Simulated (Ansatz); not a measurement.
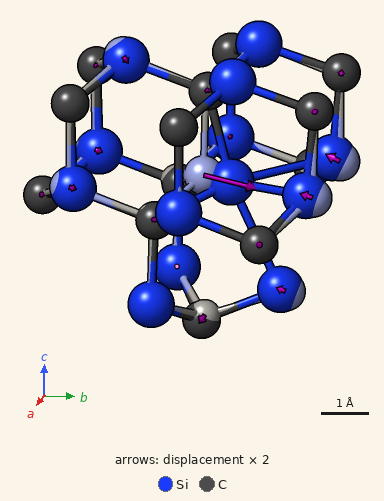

A relaxation of a defect cell of composition Si$_{96}$C$_{95}$ (cell charge −2). The starting structure is drawn faded, the final one solid; purple arrows show the displacements, 2 times their true length.

A ball-and-stick model of the atoms within 4.2 Å of the atom that moves most (axes of the cell of the calculation (origin shifted)), seen slightly off an axis.

Computed with Ansatz, DFT, PBEsol, PAW, plane waves. Set-up: plane-wave cutoff 420 eV; k-point mesh 1 × 1 × 1; mesh shifted by (0.25, 0.25, 0.25); no spin polarisation; atoms relaxed in a fixed cell; force threshold 0.03 eV/Å; at most 80 steps.

### Which element moves most?

Silicon: up to 0.61 Å, against 0.13 Å for carbon.

### What happened in the run?

After 8 geometry steps the energy has fallen by 3.829 eV per cell of the calculation. Largest force component: 2 eV/Å at the start, 0.029 eV/Å at the end. The largest move is that of a Si atom, 0.61 Å along [0 3 −1]. By element the largest moves are Si 0.61 Å, C 0.13 Å. The lattice vectors keep their values. Near-neighbour distances that change, for instance: Si–Si 3.103 → 2.477 Å, Si–Si 3.086 → 2.463 Å, Si–Si 3.072 → 2.575 Å, Si–Si 3.052 → 3.503 Å. New bonds form: Si–Si (3.09 → 2.46 Å), Si–Si (3.10 → 2.48 Å). Bond angles that change, for instance: C–Si–C 113.1° → 91.6°, Si–C–Si 108.2° → 122.8°, C–Si–C 108.5° → 94.2°.

Limits of the set-up: the cell is charged, on a uniform background, and energies carry no finite-size correction.
